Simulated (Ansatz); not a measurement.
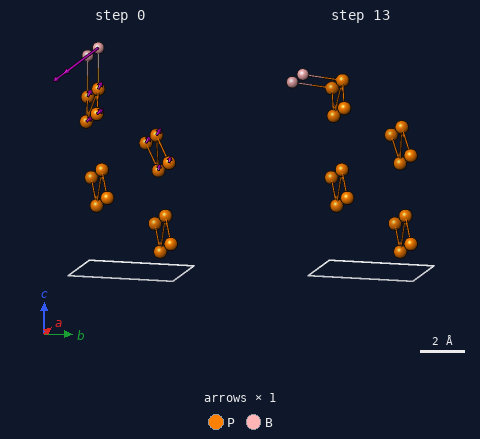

The structure of a slab of composition BP₈ (cut from the Cmce phase) before (left) and after (right) a constrained relaxation, at one scale. The purple arrows give the displacements, at their true length.

Style: ball-and-stick. Shown: the 2 × 1 repeat of the cell, outlined in the plane, without the vacuum, from a free direction.

Case: B put at a top P site. The slab is the (0 0 1) face of P with B on it. 4 atoms are held fixed.

Level of theory: DFT PBEsol, scalar-relativistic, plane waves, PAW in Ansatz. Set-up: plane-wave cutoff 420 eV; k-point mesh 9 × 6 × 1; occupations gaussian; smearing width 0.1 eV; no spin polarisation; dipole correction; atoms relaxed in a fixed cell; force threshold 0.03 eV/Å; at most 70 steps.

Describe what moved and what it gained.

The run was cut off at its time limit before the relaxation converged, so the last structure is only a point on the way. After 13 geometry steps the energy has fallen by 0.766 eV per cell of the calculation. The largest force component goes from 0.88 to 0.66 eV/Å. The largest move is that of the B atom, 2.15 Å at 53° to the normal (−c side). By element the largest moves are B 2.15 Å, P 0.46 Å. The lattice vectors keep their values. Some distances before and after: P–P 2.155 → 2.228 Å, P–P 2.246 → 2.299 Å, P–P 2.261 → 2.236 Å, P–P 2.233 → 2.251 Å. Bond angles that change, for instance: P–P–B 128.4° → 83.5°, P–P–B 128.4° → 96.5°, P–P–P 93.3° → 99.6°.

Limits of the set-up: the periodic images lie only 3.3 Å apart, so the values are limited by the cell's size.
